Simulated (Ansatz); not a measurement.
# C: what the fields show

```xyz
10
Lattice="4.8242 0.0000 0.0000 -2.4121 4.1779 0.0000 0.0000 0.0000 4.1546" Properties=species:S:1:pos:R:3 pbc="T T T"
C     2.4121    1.3926    0.7642
C     0.0000    2.7853    0.7642
C     2.4121    1.3926    3.3904
C     0.0000    2.7853    3.3904
C     1.3360    2.3141    1.4156
C    -1.0761    1.8638    1.4156
C     2.1521    0.0000    1.4156
C     1.3360    2.3141    2.7390
C     2.1521    0.0000    2.7390
C    -1.0761    1.8638    2.7390
```

Space group P-62m; not relaxed (largest force 0.7 eV/Å); computed pressure about −8 GPa in this cell.

Theory: DFT r2SCAN, scalar-relativistic, plane waves, PAW in Ansatz 0.2.0.

In a PAW calculation such maps are meaningful between the atoms, not at the nuclei.

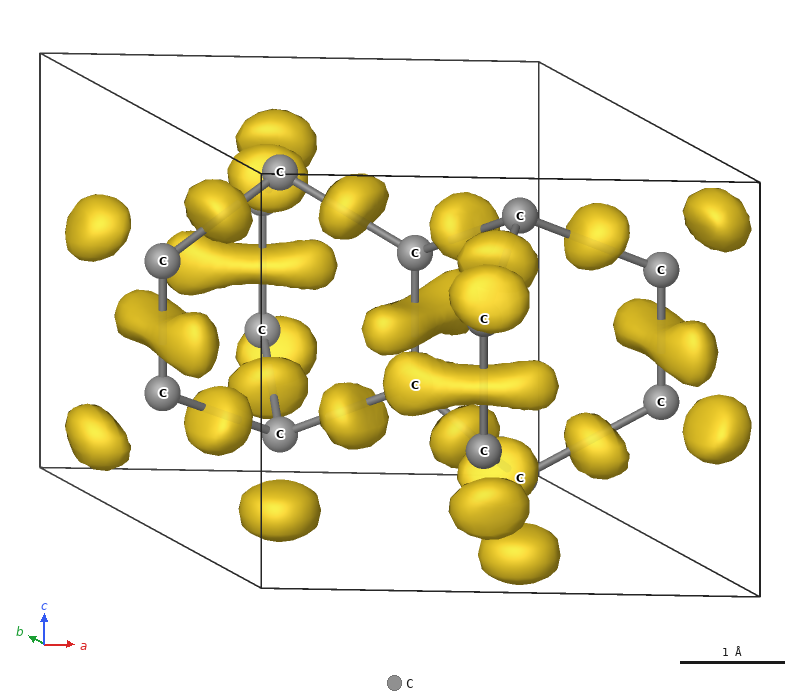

Figure 1. Isosurface of the electron localisation function at 0.85 (yellow), seen at an oblique angle. Only the valence region is drawn (cores and ρ < 0.01 e/Å³ removed). Sticks mark near contacts.

Q: Identify the bonds, lone pairs and shells in this picture.

A: The surface consists of 17 regions between bonded C–C atoms (shared pairs), counted in one cell of 10 atoms. Regions shared between cells count once. Profiles from the grid: C–C (1.32 Å): the ELF peaks at about 0.90 between the atoms (inside overlapping PAW spheres, so only a guide); a multiple bond. C–C (1.53 Å): the ELF peaks at about 0.95 between the atoms; localised, covalent bonding.

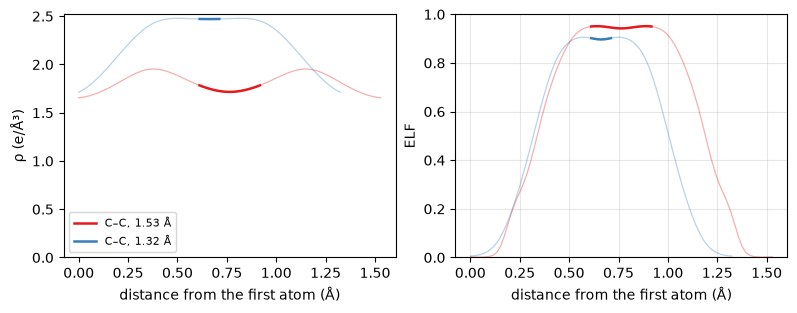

Figure 2. Valence electron density and ELF along straight lines between neighbouring atoms. Thin, pale parts lie inside the atomic spheres.

Q: Compare the contacts.

A: C–C (1.53 Å): ρ is about 1.7 e/Å³ halfway; the ELF peaks at about 0.95 between the atoms (a covalent bond).
C–C (1.32 Å): ρ is about 2.5 e/Å³ halfway; the ELF peaks at about 0.90 between the atoms (inside overlapping PAW spheres, so only a guide): a multiple bond.

Q: Does the calculation make it a metal, or give it a gap?

A: It is gapped, with a Kohn–Sham gap of 0.80 eV on the k-point mesh (the band edges may lie off the mesh, which would make the gap smaller).
